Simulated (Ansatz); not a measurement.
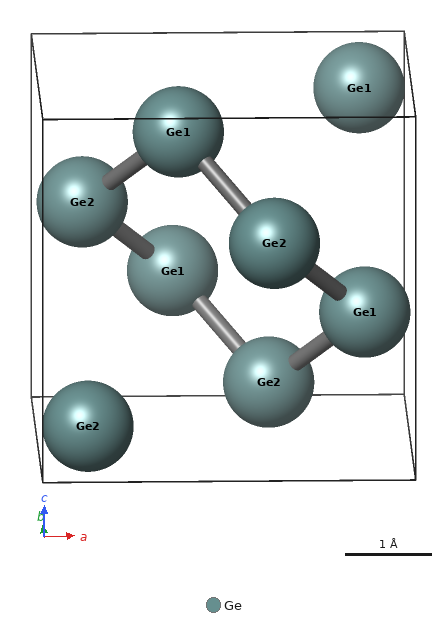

Fig. 1: The input geometry (ball-and-stick view of the cell 4 times as large as that of the calculation, set on its symmetry axes, seen at an oblique angle; atoms are numbered from 1 in the order of the input). Near neighbours in the crystal (not all of them lie inside the picture): Ge has 4 Ge at 1.88 Å.

**Band-structure calculation, with input and output: Ge**

System: Ge (Fd-3m, 2 atoms in the cell).
Method: DFT, PBEsol, PAW with Ansatz's default frozen-core files, scalar-relativistic, no spin polarisation (Ansatz 0.2.0).

Its volume is 0.45 times that of the source entry. It belongs to a series of runs on one base structure; here: volume scaled by 0.45, PAW files. Figures and captions count atoms from 1; the log counts them from 0 in places.

Input file:
```yaml
crystal:
  lattice:
    - [0.0, 2.174748711, 2.174748711]
    - [2.174748711, 0.0, 2.174748711]
    - [2.174748711, 2.174748711, 0.0]
  atoms:
    - { symbol: Ge, position: [-0.125, -0.125, -0.125] }
    - { symbol: Ge, position: [0.125, 0.125, 0.125] }
kpoints:
  mp_grid: { grid: [13, 13, 13] }
  band_path:
    path:
      - [0.0, 0.0, 0.0]
      - [0.5, 0.0, 0.5]
      - [0.625, 0.25, 0.625]
      - [0.375, 0.375, 0.75]
      - [0.0, 0.0, 0.0]
      - [0.5, 0.5, 0.5]
      - [0.5, 0.25, 0.75]
      - [0.5, 0.0, 0.5]
    npoints: 8
scf:
  occupations: { method: fermi_dirac, width: 0.05 }
hamiltonian:
  xc: pbesol
  pseudopotentials: { kind: paw }
output:
  forces: true
  stress: true
  eigenvalues: true
  populations: true
  dos: { projected: true, de: 0.2, e_range: [-14, 8] }
  write_density: true
  write_potential: true
  elf: true
  volumetric_format: npy
```

Run on 1 thread of Intel Xeon (Granite Rapids), 32 GiB of memory available, shared host.

Launch command:
```bash
ansatz run input.yaml --threads 1 --pin off --max-ram 2048MiB --backend cpu --events-out ev --progress --plain --runs-dir out
```

Log:
```
Engine: ansatz 0.2.0, x86_64-unknown-linux-gnu
Pseudopotentials: kind: paw
Pseudopotential: Ge, paw, valence charge 14, recommended cutoff 420 eV (normal), Ge.paw.azcp
Functional definition: PBEsol
  exchange = pbesol_x
  correlation = pbesol_c
Crystal: 2 atoms, lattice volume = 20.571 Å³
Basis set: ecut = 420 eV, 411 PW (Γ), exchange–correlation on 48×48×48 points (8 copies of the dense FFT grid, shifted against one another)
Bands: 18, of which v1, the nominal top of the filled ones, is band 14 counted from 1 (13 counted from 0)
Symmetry: 48 space group operations
Space group: Fd-3m (ITA 227), of the structure as read, at distance tolerance 2.7e-5 Å
k-points: 84 of 2197
Non-local potential: Ge, projectors of the file, l = 0: 2, l = 1: 2, l = 2: 3, l = 3: 1
PAW form: soft (Blöchl's): semilocal exchange-correlation on the pseudo side does not see the compensation charge
PAW frozen core: Ge, regenerated for the run's functional, and the local potential with it (the file was generated under x = pbe(κ = 0.804, μ = 0.2195149727645171), c = pbe(β = 0.06672455060314922))
PAW one-centre angular grid: Ge, 590 points (default); XC on 64 Gauss nodes
Initial density: superposition of atomic densities (neutral atoms: chi_scale 0, normalization atom), corrected by the library's trained network
Initial wavefunctions: pseudopotential atomic-orbital guess
Functional: x = pbesol(κ = 0.804, μ = 0.12345679012345678), c = pbesol(β = 0.046)
SCF iter   1: F=—  HF=-8494.760995 eV  |F-HF|=—  |Δ(HF+E_count)|=         —  Δρ=1.03e-2  dr2=9.27e-3  ethr=1.77e-3  ⟨swp⟩=5.2  Hψ=6943  notcnv=0
preconditioner: auto → none  [metal: Δε(μ)=0.072 eV  Ē_g=28.621 eV  σ=0.050 eV  W_gap=0.34  n_scr=8 (ndim 8)  ℏωp=43.3 eV  f_vac=0.000  D(μ)=0.22/eV (n_scr^D=0)  sad-step TF]
SCF iter   2: F=—  HF=-8494.757956 eV  |F-HF|=—  |Δ(HF+E_count)|=   3.04e-3  Δρ=5.04e-3  dr2=3.33e-3  ethr=3.31e-5  ⟨swp⟩=3.0  Hψ=3612  notcnv=0
SCF iter   3: F=—  HF=-8494.756858 eV  |F-HF|=—  |Δ(HF+E_count)|=   1.10e-3  Δρ=1.61e-3  dr2=2.15e-4  ethr=1.19e-5  ⟨swp⟩=2.0  Hψ=1846  notcnv=0
SCF iter   4: F=—  HF=-8494.756744 eV  |F-HF|=—  |Δ(HF+E_count)|=   1.14e-4  Δρ=1.89e-4  dr2=2.93e-6  ethr=7.68e-7  ⟨swp⟩=2.0  Hψ=2383  notcnv=0
SCF iter   5: F=—  HF=-8494.756748 eV  |F-HF|=—  |Δ(HF+E_count)|=   4.23e-6  Δρ=1.52e-5  dr2=2.64e-8  ethr=1.05e-8  ⟨swp⟩=2.0  Hψ=2496  notcnv=0
SCF iter   6: F=-8494.756748 eV  HF=-8494.756748 eV  |F-HF|=4.57e-10  |Δ(HF+E_count)|=  4.40e-10  Δρ=5.86e-6  dr2=2.54e-9  ethr=9.42e-11  ⟨swp⟩=5.0  Hψ=8342  notcnv=0
SCF 1 converged in 6 iterations: F = -8494.756748 eV  dr2 = 2.54e-9
  greatest PAW one-centre occupation: 1.000 electrons in one spin orbital (limit 2), on the Ge atom at site 1 (counted from 0), in its partial waves of l = 2
```

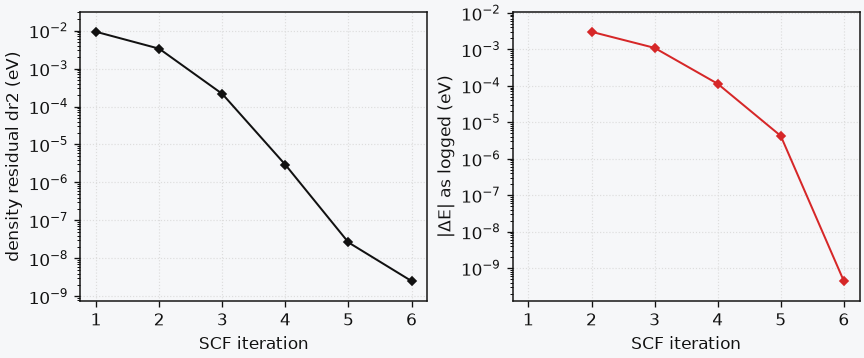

Fig. 2: Convergence of the self-consistent field: density residual dr2 and size of the energy change against the SCF iteration. The residual falls at every step.

```
NSCF: frozen V_eff on 57 k-points
SCF converged after 6 iterations
Free energy (F): -8494.756748 eV
Harris-Foulkes:  -8494.756748 eV  (|F-HF|=4.57e-10)
Internal energy: -8494.754828 eV  (E = F + TS)
E sigma→0 (E₀):  -8494.755788 eV
Entropy (-TS):   -0.001920 eV (-0.960 meV/atom)
Fermi energy:    23.532343 eV
--- Per-component energies (eV) ---
  E_band       = 42.830937
  E_kinetic    = 260.584206
  E_local      = -3686.953783  (includes V_loc(G=0)·N_el)
  E_nonlocal   = 855.109244
  E_hartree    = 1695.984581
  E_xc         = -168.056807
  E_vxc        = -152.457307  (∫ρ·V_xc dr)
  E_paw        = -3957.837835  (= ΣΔE_a)
  E_vpaw       = -625.420381  (= ΣTr[D̂ρ^β])
  E_aug_tail   = 0.000662  (compensation charges beyond the density's cutoff)
  E_ewald      = -3495.420969
  E_core_change = 1.835872  (= ΣΔE_core)
  E_smearing   = -0.001920  (= −TS)
  E_closure    = -0.000000  (closes the sum)
  Σ components = -8494.756748   (vs F -8494.756748, Δ=0.00e0)
--- Forces (eV/Å), atoms counted from 1 ---
  atom   1  Ge     0.00000000     0.00000000     0.00000000
  atom   2  Ge    -0.00000000    -0.00000000    -0.00000000
  max |Σ_I F_I| component: 1.16e-17 eV/Å
--- Stress (GPa, compression-positive) ---
      314.218659      -0.000000      -0.000000
       -0.000000     314.218659       0.000000
       -0.000000      -0.000000     314.218659
  P = ⅓ Tr σ = 314.2187 GPa (3142.187 kbar)
--- Band table (eV; the first three rows and the last of 84) ---
  k-point 0: bands = ["-4.4483", "-4.4483", "-4.4483", "-4.3276", "-4.3276", "-3.0524", "-3.0524", "-3.0524", "-2.7102", "-2.7102", "2.4604", "24.7812", "24.7812", "24.7812", "26.7645", "26.7645", "26.7645", "32.3477"]
  k-point 1: bands = ["-4.4847", "-4.4847", "-4.4436", "-4.2796", "-4.2796", "-3.0634", "-3.0633", "-3.0633", "-2.7034", "-2.7034", "2.6061", "22.8838", "24.2411", "24.2411", "27.3953", "27.3953", "27.6928", "32.6256"]
  k-point 2: bands = ["-4.5330", "-4.5330", "-4.4310", "-4.2012", "-4.2012", "-3.0942", "-3.0871", "-3.0871", "-2.6888", "-2.6888", "3.0442", "20.0584", "23.3764", "23.3764", "28.0899", "28.3711", "28.3711", "32.7867"]
  k-point 83: bands = ["-4.7345", "-4.7168", "-4.0459", "-3.8998", "-3.6976", "-3.5363", "-3.4413", "-3.3004", "-2.5047", "-2.4879", "10.4798", "11.9109", "14.3802", "15.3494", "28.7100", "29.2027", "31.1898", "32.7974"]
--- Löwdin populations: 2 sites ---
  site symbol       q [e]
     0     Ge     13.9731
     1     Ge     13.9731
  spilling = 0.001918 (of n_electrons = 28.000000)
```

File dos.tsv:
```
# E-E_F[eV]	g_bin_mean(E)[states/eV]	N(E)
# format = ansatz-dos/2
# fermi_ev = 23.532343
# fermi_mp_grid = 13 13 13
# fermi_mp_shift = 0 0 0
# tetrahedron_fermi_ev = 23.621381
# g_bin_mean(E): the states in a bin one row spacing wide, centred on E, divided by that spacing. States that the method places at a single energy (under output.dos.method: tetrahedron, those of a tetrahedron whose four corners have one energy) are counted whole in the row whose bin holds that energy (on the edge of two bins, in the lower row). The sum of g_bin_mean over a run of rows, times the row spacing, is the number of states from half a spacing under the first of them to half a spacing over the last (a plain sum, not the trapezoid rule).
-14.000000	2.741189e-1	2.176304e1
-13.800000	2.701883e-1	2.181772e1
-13.600000	2.579588e-1	2.187065e1
-13.400000	2.521820e-1	2.192023e1
-13.200000	2.399230e-1	2.197170e1
-13.000000	2.289356e-1	2.201842e1
-12.800000	2.000860e-1	2.206124e1
-12.600000	1.961607e-1	2.209856e1
-12.400000	2.633730e-1	2.214394e1
-12.200000	3.556202e-1	2.220480e1
-12.000000	4.950594e-1	2.228811e1
-11.800000	7.395021e-1	2.241080e1
-11.600000	6.956721e-1	2.256995e1
-11.400000	5.030211e-1	2.268170e1
-11.200000	4.416427e-1	2.277565e1
-11.000000	3.832997e-1	2.285792e1
-10.800000	3.406924e-1	2.292990e1
-10.600000	3.153683e-1	2.299506e1
-10.400000	3.035538e-1	2.305673e1
-10.200000	2.916150e-1	2.311645e1
-10.000000	2.636857e-1	2.317242e1
-9.800000	2.484229e-1	2.322233e1
-9.600000	3.189352e-1	2.327695e1
-9.400000	3.861133e-1	2.334954e1
-9.200000	5.926011e-1	2.343696e1
-9.000000	5.209765e-1	2.355995e1
-8.800000	5.057289e-1	2.366198e1
-8.600000	4.827932e-1	2.376132e1
-8.400000	4.843307e-1	2.385679e1
-8.200000	5.027692e-1	2.395509e1
-8.000000	5.268704e-1	2.405985e1
-7.800000	5.492602e-1	2.416537e1
-7.600000	5.386312e-1	2.427608e1
-7.400000	5.307514e-1	2.438259e1
-7.200000	5.350776e-1	2.448881e1
-7.000000	5.745414e-1	2.459981e1
-6.800000	6.346194e-1	2.472022e1
-6.600000	6.511277e-1	2.484851e1
-6.400000	7.197027e-1	2.498560e1
-6.200000	7.327914e-1	2.513273e1
-6.000000	7.261690e-1	2.527943e1
-5.800000	6.781332e-1	2.541864e1
-5.600000	6.674413e-1	2.555292e1
-5.400000	6.636810e-1	2.568593e1
-5.200000	6.525196e-1	2.581787e1
-5.000000	6.372863e-1	2.594688e1
-4.800000	6.213268e-1	2.607275e1
-4.600000	6.065893e-1	2.619536e1
-4.400000	6.063289e-1	2.631625e1
-4.200000	6.005431e-1	2.643763e1
-4.000000	5.810559e-1	2.655573e1
-3.800000	5.595359e-1	2.666996e1
-3.600000	5.366068e-1	2.677941e1
-3.400000	5.208748e-1	2.688502e1
-3.200000	5.131322e-1	2.698816e1
-3.000000	5.122030e-1	2.709065e1
-2.800000	5.036887e-1	2.719277e1
-2.600000	4.780971e-1	2.729100e1
-2.400000	4.536145e-1	2.738443e1
-2.200000	3.997188e-1	2.747072e1
-2.000000	3.311003e-1	2.754369e1
-1.800000	2.866993e-1	2.760450e1
-1.600000	2.564586e-1	2.765886e1
-1.400000	2.272049e-1	2.770704e1
-1.200000	2.114602e-1	2.775058e1
-1.000000	1.940760e-1	2.779142e1
-0.800000	1.721985e-1	2.782803e1
-0.600000	1.528939e-1	2.786037e1
-0.400000	1.798205e-1	2.789256e1
-0.200000	2.072636e-1	2.793098e1
0.000000	2.513439e-1	2.797671e1
0.200000	2.913894e-1	2.803119e1
0.400000	3.283854e-1	2.809305e1
0.600000	3.853828e-1	2.816402e1
0.800000	3.942404e-1	2.824447e1
1.000000	3.733699e-1	2.832008e1
1.200000	3.883433e-1	2.839584e1
1.400000	4.134572e-1	2.847578e1
1.600000	4.450932e-1	2.856158e1
1.800000	4.787107e-1	2.865393e1
2.000000	5.115406e-1	2.875301e1
2.200000	5.435349e-1	2.885846e1
2.400000	5.927813e-1	2.897123e1
2.600000	6.856561e-1	2.909789e1
2.800000	7.761541e-1	2.924534e1
3.000000	8.364637e-1	2.940744e1
3.200000	8.683568e-1	2.957723e1
3.400000	8.828860e-1	2.975461e1
3.600000	8.949896e-1	2.993055e1
3.800000	6.772696e-1	3.009300e1
4.000000	5.596436e-1	3.021475e1
4.200000	5.021465e-1	3.031913e1
4.400000	5.002700e-1	3.041950e1
4.600000	5.267575e-1	3.051604e1
4.800000	5.799993e-1	3.063092e1
5.000000	6.936203e-1	3.075518e1
5.200000	9.831710e-1	3.091745e1
5.400000	1.329462e0	3.115546e1
5.600000	1.204573e0	3.141773e1
5.800000	8.633833e-1	3.162651e1
6.000000	6.539504e-1	3.177332e1
6.200000	5.857604e-1	3.189581e1
6.400000	5.318290e-1	3.200779e1
6.600000	5.261500e-1	3.211185e1
6.800000	4.487082e-1	3.221079e1
7.000000	4.748427e-1	3.230019e1
7.200000	6.189338e-1	3.240663e1
7.400000	8.595647e-1	3.255455e1
7.600000	8.138012e-1	3.272522e1
7.800000	8.488287e-1	3.289209e1
8.000000	8.371989e-1	3.306201e1
```

File populations.tsv:
```
# site	symbol	l	j	q
# orbitals = lowdin
# n_electrons = 28.000000
# spilling = 0.001918
0	Ge	0_4S	-	0.962301
0	Ge	1_4P	-	3.038574
0	Ge	2_3D	-	9.972271
1	Ge	0_4S	-	0.962301
1	Ge	1_4P	-	3.038574
1	Ge	2_3D	-	9.972271
```

File rho_z.tsv:
```
# z_ang	rho[e/angstrom^3]
# format = ansatz-planar-average/11
# lattice	0.000000000	2.174748711	2.174748711
# lattice	2.174748711	0.000000000	2.174748711
# lattice	2.174748711	2.174748711	0.000000000
# sites	2
# site	32	-0.543687178	-0.543687178	-0.543687178
# site	32	0.543687178	0.543687178	0.543687178
0.000000	2.076803e0
0.128148	2.231470e0
0.256297	2.530824e0
0.384445	2.628383e0
0.512593	2.325201e0
0.640741	1.748757e0
0.768890	1.177567e0
0.897038	7.767124e-1
1.025186	5.492254e-1
1.153335	4.331558e-1
1.281483	3.751431e-1
1.409631	3.483236e-1
1.537780	3.408808e-1
1.665928	3.483236e-1
1.794076	3.751431e-1
1.922224	4.331558e-1
2.050373	5.492254e-1
2.178521	7.767124e-1
2.306669	1.177567e0
2.434818	1.748757e0
2.562966	2.325201e0
2.691114	2.628383e0
2.819263	2.530824e0
2.947411	2.231470e0
```

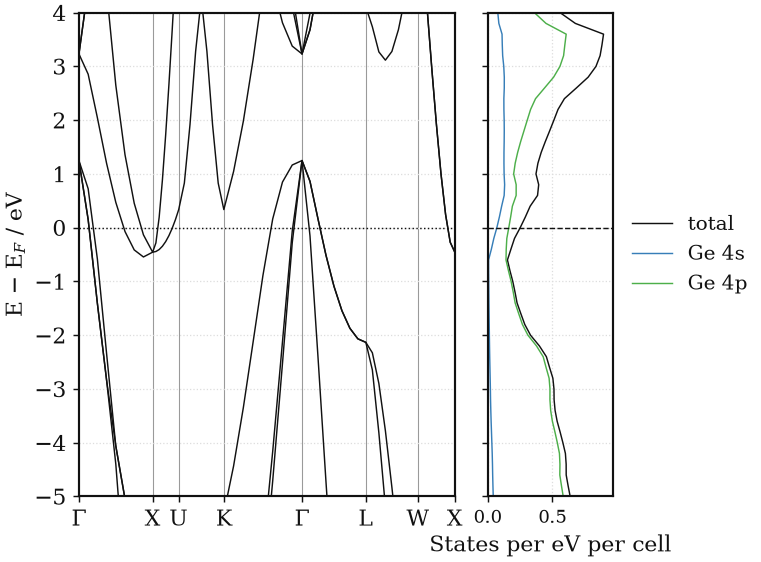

Fig. 3: Band structure along Γ–X–U–K–Γ–L–W–X and density of states (projected on Löwdin-orthogonalised atomic shells), with energies from the Fermi level. Bands cross the Fermi level: a metal at this level of theory.

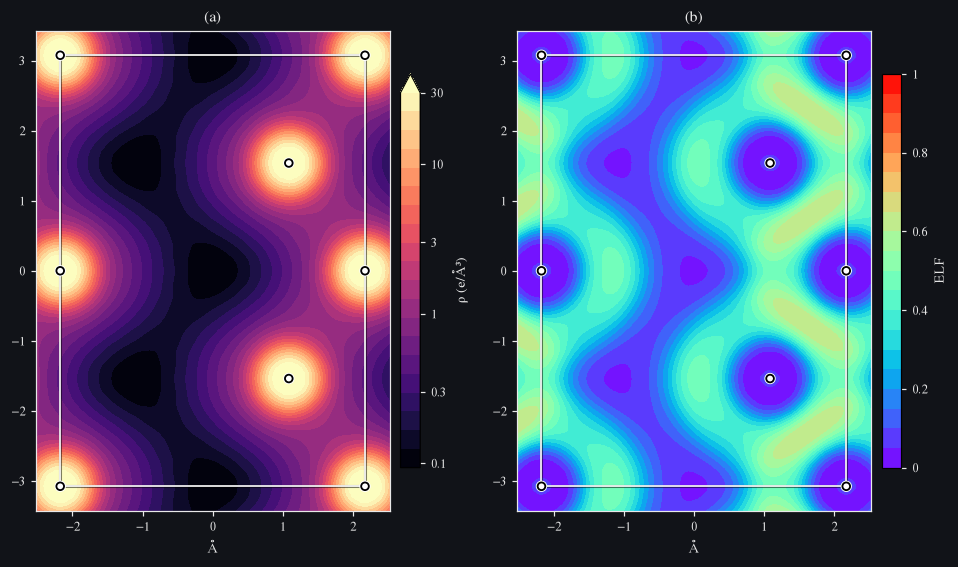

Fig. 4: (a) valence electron density; (b) ELF on the (101) plane of the conventional cell. Circles mark the nuclei in the plane (Ge). Atoms in the plane: Ge. Ge–Ge (1.88 Å): ρ is about 1.2 e/Å³ halfway; the ELF peaks at about 0.65 between the atoms. Away from the nuclei the density in this plane falls to 0.09 e/Å³ at its lowest. The strong features right at Ge lie inside the PAW spheres (semicore, d or f shells) and say nothing about bonding. In a PAW calculation such maps are meaningful between the atoms, not at the nuclei.

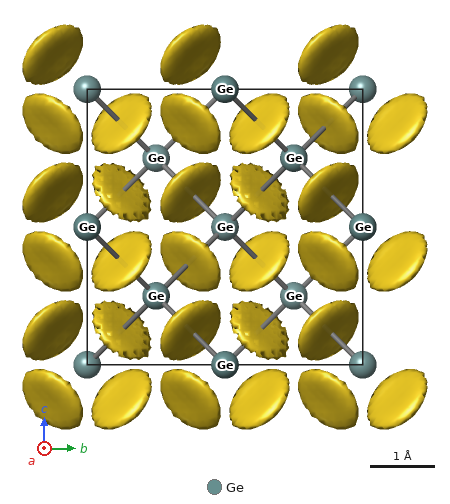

Fig. 5: Isosurface of the electron localisation function at 0.6 (yellow), seen along the a axis. Core shells and regions of very low density are left out. Sticks mark near contacts. The outline is the cell set on symmetry axes. Along the contacts the grid gives the following. Ge–Ge (1.88 Å): the ELF peaks at about 0.65 between the atoms.

Summary:

| quantity | value |
| --- | --- |
| outcome | converged |
| space group (tolerance 0.01 Å) | Fd-3m (227) |
| electrons treated | 28 |
| free energy | −8494.7567 eV |
| Fermi energy | 23.532 eV |
| pressure | 314.22 GPa |
| electronic character | metal |
| largest force (length of the vector) | under 0.001 eV/Å |
| wall time | 1.5 s |
| peak memory | 0.34 GiB |

Remarks:

The cell is under a pressure of 314 GPa at this level, so it is not at its equilibrium volume.
